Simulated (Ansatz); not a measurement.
# Geometry relaxation, with input and output: C$_{9}$H (part 3 of 3)

Continued. System: C$_{9}$H (slab, 10 atoms in the cell). Method: DFT PBE+D3(BJ), scalar-relativistic, plane waves, PAW, no spin polarisation (Ansatz 0.2.0); cutoff 420 eV, 12×12×1 k-mesh, Gaussian smearing of 0.1 eV. The structure derives from a Materials Project entry. The input holds or restrains some coordinates. Forces given for the steps count only the free coordinates. It belongs to a series of runs on one base structure; here: CH put at a hollow C-C site.

Geometry of the input (Å; fractional positions):
```
2.4655  0.0000  0.0000
-1.2328  2.1341  0.0000
0.0000  0.0000  30.2985
C  0.0833  0.1666  0.2805
C  0.4167  0.8334  0.2805
C  0.5833  0.1666  0.3927
C  0.9167  0.8334  0.3927
C  0.0833  0.1666  0.5049
C  0.4167  0.8334  0.5049
C  0.5833  0.1666  0.6171
C  0.9167  0.8334  0.6171
C  0.2500  0.5000  0.6350
H  0.2500  0.5000  0.6713
```

### Trajectory as extended XYZ (Å, eV, eV/Å), 10 of the 20 frames kept, from step=1 to step=20
```
10
Lattice="2.4655 0.0000 0.0000 -1.2328 2.1341 0.0000 0.0000 0.0000 30.2985" Properties=species:S:1:pos:R:3:forces:R:3 step=1 energy=-2261.21431
C     0.0000    0.3556    8.5000    0.0000  -0.0103   0.0014
C     0.0000    1.7786    8.5000    0.0000   0.0103   0.0014
C     1.2328    0.3556   11.8995    0.0000   0.0054   0.0025
C     1.2328    1.7786   11.8995    0.0000  -0.0054   0.0025
C     0.0000    0.3556   15.2990    0.0000   0.0425   0.0121
C     0.0000    1.7786   15.2990    0.0000  -0.0425   0.0121
C     1.2328    0.3556   18.6985    0.0000  -0.0217  -5.8961
C     1.2328    1.7786   18.6985    0.0000   0.0217  -5.8961
C     0.0000    1.0671   19.2385    0.0000   0.0000  11.0408
H     0.0000    1.0671   20.3385    0.0000   0.0000   0.7205
10
Lattice="2.4655 0.0000 0.0000 -1.2328 2.1341 0.0000 0.0000 0.0000 30.2985" Properties=species:S:1:pos:R:3:forces:R:3 step=3 energy=-2264.39554
C     0.0000    0.3556    8.5000    0.0000  -0.0143  -0.0006
C     0.0000    1.7786    8.5000    0.0000   0.0143  -0.0006
C     1.2328    0.3556   11.8995    0.0000   0.0220   0.0229
C     1.2328    1.7786   11.8995    0.0000  -0.0220   0.0229
C     0.0000    0.3567   15.4892    0.0000  -0.0879  -0.2053
C     0.0000    1.7774   15.4892    0.0000   0.0879  -0.2053
C     1.2328    0.3555   18.3725    0.0000  -0.0379  -2.8289
C     1.2328    1.7787   18.3725    0.0000   0.0379  -2.8289
C     0.0000    1.0671   19.3139    0.0000   0.0000   5.9967
H     0.0000    1.0671   20.4121    0.0000   0.0000   0.0270
10
Lattice="2.4655 0.0000 0.0000 -1.2328 2.1341 0.0000 0.0000 0.0000 30.2985" Properties=species:S:1:pos:R:3:forces:R:3 step=5 energy=-2267.72665
C     0.0000    0.3556    8.5000    0.0000  -0.0100   0.0020
C     0.0000    1.7786    8.5000    0.0000   0.0100   0.0020
C     1.2328    0.3556   11.8995    0.0000   0.0291   0.0027
C     1.2328    1.7786   11.8995    0.0000  -0.0291   0.0027
C     0.0000    0.3563   15.3232    0.0000  -0.1191  -0.1924
C     0.0000    1.7779   15.3232    0.0000   0.1191  -0.1924
C     1.2328    0.3555   18.1419    0.0000   0.0876  -2.2465
C     1.2328    1.7786   18.1419    0.0000  -0.0876  -2.2465
C     0.0000    1.0671   19.7028    0.0000   0.0000   2.7727
H     0.0000    1.0671   20.7817    0.0000   0.0000   2.0925
10
Lattice="2.4655 0.0000 0.0000 -1.2328 2.1341 0.0000 0.0000 0.0000 30.2985" Properties=species:S:1:pos:R:3:forces:R:3 step=7 energy=-2270.40123
C     0.0000    0.3556    8.5000    0.0000  -0.0426   0.0002
C     0.0000    1.7786    8.5000    0.0000   0.0426   0.0002
C     1.2328    0.3556   11.8995    0.0000  -0.0042  -0.0104
C     1.2328    1.7786   11.8995    0.0000   0.0042  -0.0104
C     0.0000    0.3533   15.2384    0.0000   0.2280  -0.6021
C     0.0000    1.7808   15.2384    0.0000  -0.2280  -0.6021
C     1.2328    0.3596   17.8336    0.0000  -0.2502  -0.3316
C     1.2328    1.7746   17.8336    0.0000   0.2502  -0.3316
C     0.0000    1.0671   20.0952    0.0000   0.0000   0.5435
H     0.0000    1.0671   21.1747    0.0000   0.0000   1.3410
10
Lattice="2.4655 0.0000 0.0000 -1.2328 2.1341 0.0000 0.0000 0.0000 30.2985" Properties=species:S:1:pos:R:3:forces:R:3 step=9 energy=-2271.02199
C     0.0000    0.3556    8.5000    0.0000  -0.0213  -0.0001
C     0.0000    1.7786    8.5000    0.0000   0.0213  -0.0001
C     1.2328    0.3556   11.8995    0.0000   0.0204  -0.1342
C     1.2328    1.7786   11.8995    0.0000  -0.0204  -0.1342
C     0.0000    0.3537   14.9071    0.0000   0.2079  -0.0599
C     0.0000    1.7804   14.9071    0.0000  -0.2079  -0.0599
C     1.2328    0.3596   17.8182    0.0000  -0.2935  -0.0349
C     1.2328    1.7745   17.8182    0.0000   0.2935  -0.0349
C     0.0000    1.0671   20.4775    0.0000   0.0000  -0.7581
H     0.0000    1.0671   21.5599    0.0000   0.0000   1.2218
10
Lattice="2.4655 0.0000 0.0000 -1.2328 2.1341 0.0000 0.0000 0.0000 30.2985" Properties=species:S:1:pos:R:3:forces:R:3 step=12 energy=-2271.18624
C     0.0000    0.3556    8.5000    0.0000  -0.0041  -0.0006
C     0.0000    1.7786    8.5000    0.0000   0.0041  -0.0006
C     1.2328    0.3556   11.8995    0.0000   0.0114  -0.0771
C     1.2328    1.7786   11.8995    0.0000  -0.0114  -0.0771
C     0.0000    0.3561   15.0138    0.0000  -0.0565  -0.0059
C     0.0000    1.7781   15.0138    0.0000   0.0565  -0.0059
C     1.2328    0.3560   18.1102    0.0000   0.0732   0.0314
C     1.2328    1.7781   18.1102    0.0000  -0.0732   0.0314
C     0.0000    1.0671   21.0355    0.0000   0.0000   0.0098
H     0.0000    1.0671   22.1541    0.0000   0.0000   0.0947
10
Lattice="2.4655 0.0000 0.0000 -1.2328 2.1341 0.0000 0.0000 0.0000 30.2985" Properties=species:S:1:pos:R:3:forces:R:3 step=14 energy=-2271.22213
C     0.0000    0.3556    8.5000    0.0000   0.0104  -0.0001
C     0.0000    1.7786    8.5000    0.0000  -0.0104  -0.0001
C     1.2328    0.3556   11.8995    0.0000  -0.0006  -0.0368
C     1.2328    1.7786   11.8995    0.0000   0.0006  -0.0368
C     0.0000    0.3550   15.1281    0.0000   0.0420  -0.0038
C     0.0000    1.7792   15.1281    0.0000  -0.0420  -0.0038
C     1.2328    0.3577   18.3468    0.0000  -0.1567   0.0327
C     1.2328    1.7765   18.3468    0.0000   0.1567   0.0327
C     0.0000    1.0671   21.4170    0.0000   0.0000  -0.0154
H     0.0000    1.0671   22.5382    0.0000   0.0000   0.0314
10
Lattice="2.4655 0.0000 0.0000 -1.2328 2.1341 0.0000 0.0000 0.0000 30.2985" Properties=species:S:1:pos:R:3:forces:R:3 step=16 energy=-2271.23327
C     0.0000    0.3556    8.5000    0.0000   0.0159  -0.0018
C     0.0000    1.7786    8.5000    0.0000  -0.0159  -0.0018
C     1.2328    0.3556   11.8995    0.0000  -0.0058   0.0072
C     1.2328    1.7786   11.8995    0.0000   0.0058   0.0072
C     0.0000    0.3556   15.3376    0.0000  -0.0220  -0.0160
C     0.0000    1.7786   15.3376    0.0000   0.0220  -0.0160
C     1.2328    0.3564   18.6757    0.0000  -0.0352   0.0046
C     1.2328    1.7778   18.6757    0.0000   0.0352   0.0046
C     0.0000    1.0671   21.7664    0.0000   0.0000   0.1871
H     0.0000    1.0671   22.8954    0.0000   0.0000  -0.1755
10
Lattice="2.4655 0.0000 0.0000 -1.2328 2.1341 0.0000 0.0000 0.0000 30.2985" Properties=species:S:1:pos:R:3:forces:R:3 step=18 energy=-2271.23492
C     0.0000    0.3556    8.5000    0.0000   0.0183   0.0007
C     0.0000    1.7786    8.5000    0.0000  -0.0183   0.0007
C     1.2328    0.3556   11.8995    0.0000  -0.0050   0.0010
C     1.2328    1.7786   11.8995    0.0000   0.0050   0.0010
C     0.0000    0.3554   15.3060    0.0000  -0.0036  -0.0011
C     0.0000    1.7787   15.3060    0.0000   0.0036  -0.0011
C     1.2328    0.3562   18.7099    0.0000  -0.0217   0.0010
C     1.2328    1.7780   18.7099    0.0000   0.0217   0.0010
C     0.0000    1.0671   21.8359    0.0000   0.0000  -0.0106
H     0.0000    1.0671   22.9582    0.0000   0.0000   0.0074
10
Lattice="2.4655 0.0000 0.0000 -1.2328 2.1341 0.0000 0.0000 0.0000 30.2985" Properties=species:S:1:pos:R:3:forces:R:3 step=20 energy=-2271.23494
C     0.0000    0.3556    8.5000    0.0000   0.0185   0.0006
C     0.0000    1.7786    8.5000    0.0000  -0.0185   0.0006
C     1.2328    0.3556   11.8995    0.0000  -0.0051  -0.0008
C     1.2328    1.7786   11.8995    0.0000   0.0051  -0.0008
C     0.0000    0.3554   15.2943    0.0000  -0.0007  -0.0001
C     0.0000    1.7788   15.2943    0.0000   0.0007  -0.0001
C     1.2328    0.3561   18.6921    0.0000  -0.0145  -0.0010
C     1.2328    1.7780   18.6921    0.0000   0.0145  -0.0010
C     0.0000    1.0671   21.8030    0.0000   0.0000   0.0163
H     0.0000    1.0671   22.9260    0.0000   0.0000  -0.0137
```

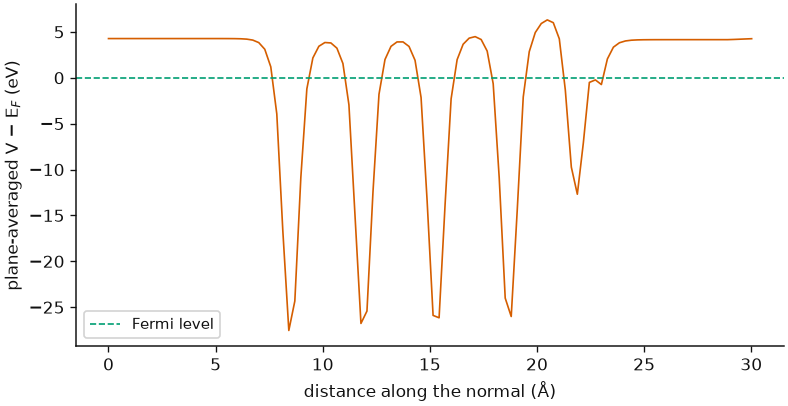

Fig. 1: Plane average of the electrostatic potential energy of an electron across the cell, from the Fermi level. The vacuum level lies 4.15 eV above the Fermi level on the upper side and 4.27 eV on the lower.

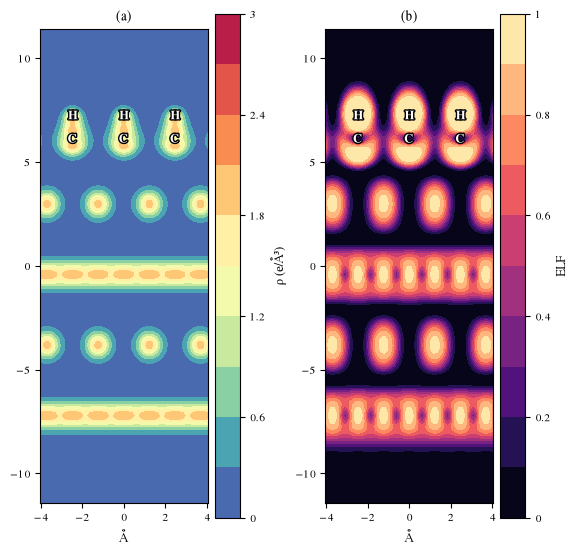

Fig. 2: (a) valence charge density (pseudo); (b) ELF on the (11̄0) plane of the calculation cell, a cut from vacuum to vacuum. The section cuts through C and H sites. C–H (1.12 Å): ρ at the midpoint is about 2 e/Å³; the ELF is about 1 at the midpoint (a covalent bond by its length). The density dies away to nearly zero in the vacuum. The fields are those of the smooth PAW valence density.

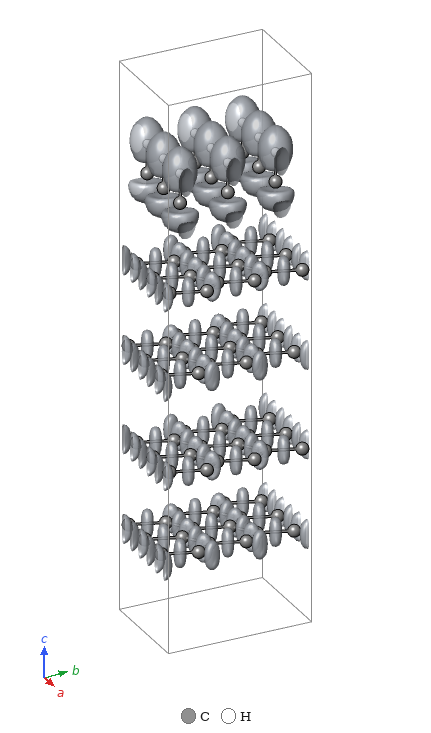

Fig. 3: Isosurface of the electron localisation function at 0.85 (grey), seen slightly off an axis. Only the valence region is drawn (cores and ρ < 0.01 e/Å³ removed). Sticks mark near contacts. Values along the shortest contacts: C–H (1.12 Å): the ELF is about 1 at the midpoint; a covalent bond by its length. C–C (1.42 Å): the ELF peaks at about 0.95 between the atoms (a shared electron pair).

### Summary

- outcome: converged under the restraints of the input
- electrons treated: 37
- free energy: −2271.2349 eV
- work function, top face: 4.15 eV
- work function, bottom face: 4.27 eV
- Fermi energy: 1.227 eV
- gap on the k-point mesh: none (metallic)
- final volume: 159.43 Å³
- work function (upper face): 4.15 eV
- largest force (length of the vector) at the end, held atoms and coordinates included: 0.018 eV/Å
- hardware: 2 threads of Intel Xeon @ 2.50GHz (Skylake/Cascade Lake), 32 GiB of memory available, shared host
- wall time: 3.7 min (CPU time 7.3 min)
- peak memory: 0.62 GiB

Notes on the run: the exchange-correlation potential is rough where the density is thin.
